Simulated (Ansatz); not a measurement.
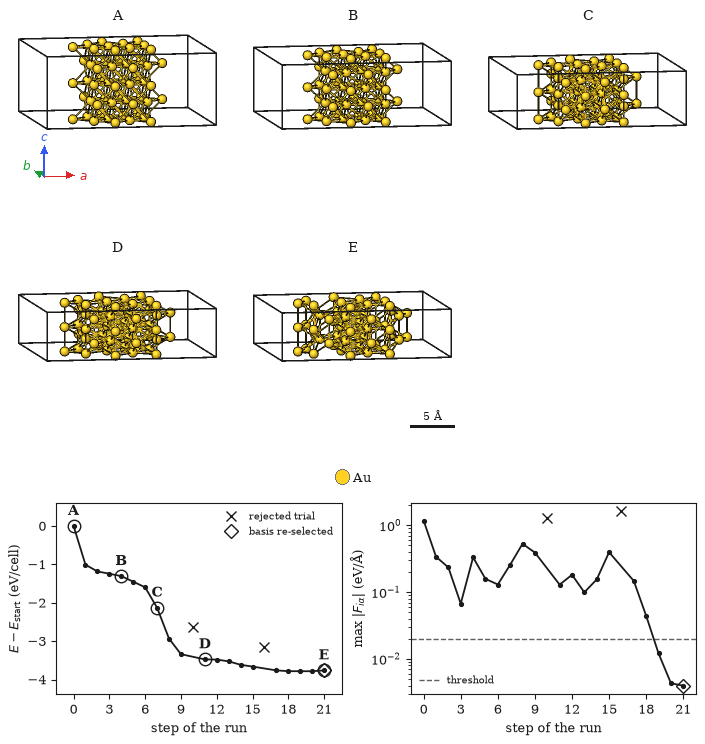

Frames of a relaxation of a wire of composition Au, marked on the history of the run. A ball-and-stick model of the 2 repeat of the cell, with the vacuum cut short (origin shifted), seen slightly off an axis.

Case: wire along [0 0 1], 22 atoms a period.

Level of theory: Ansatz 0.2.0, DFT PBE, scalar-relativistic, plane waves, PAW. Set-up: plane-wave cutoff 420 eV; k-point mesh 1 × 1 × 13; occupations gaussian; smearing width 0.05 eV; no spin polarisation; cell relaxed at fixed a, b, alpha, beta, gamma; force threshold 0.02 eV/Å; at most 45 steps.

Question: Describe the path.

Answer: The largest moves relative to the centre of the atoms, 1.88 Å, are those of Au atoms. Along the periodic axis the drawn cell goes c 8.316 → 5.532 Å (−33.5 %). Near-neighbour distances that change, for instance: Au–Au 2.940 → 4.658 Å, Au–Au 2.940 → 4.389 Å, Au–Au 4.158 → 2.766 Å, Au–Au 2.940 → 3.930 Å. Bond angles that change, for instance: Au–Au–Au 180.0° → 125.5°, Au–Au–Au 60.0° → 112.8°, Au–Au–Au 120.0° → 86.6°. Over 18 accepted moves (21 points after the start) the energy falls by 3.762 eV per cell of the calculation. Largest force component: 1.2 eV/Å at the start, 0.004 eV/Å at the end. The line search rejected the trial steps at points 10, 16 of the run. At 1 point the geometry stayed and the basis and grid were re-selected for the new cell (energy shift of 21.4 meV per cell of the calculation at most each time). The run took 29 min on 4 threads of Intel(R) Xeon(R) Platinum 8259CL CPU @ 2.50GHz (Skylake/Cascade Lake) (shared host), peak memory 6.4 GiB. From step 0 to 4: Au atoms move most (0.34 Å), energy −1.307 eV per cell of the calculation. From step 4 to 7: Au atoms move most (0.49 Å), energy −0.822 eV per cell of the calculation. From step 7 to 11: Au atoms move most (0.44 Å), energy −1.346 eV per cell of the calculation. From step 11 to 21: Au atoms move most (0.83 Å), energy −0.287 eV per cell of the calculation.
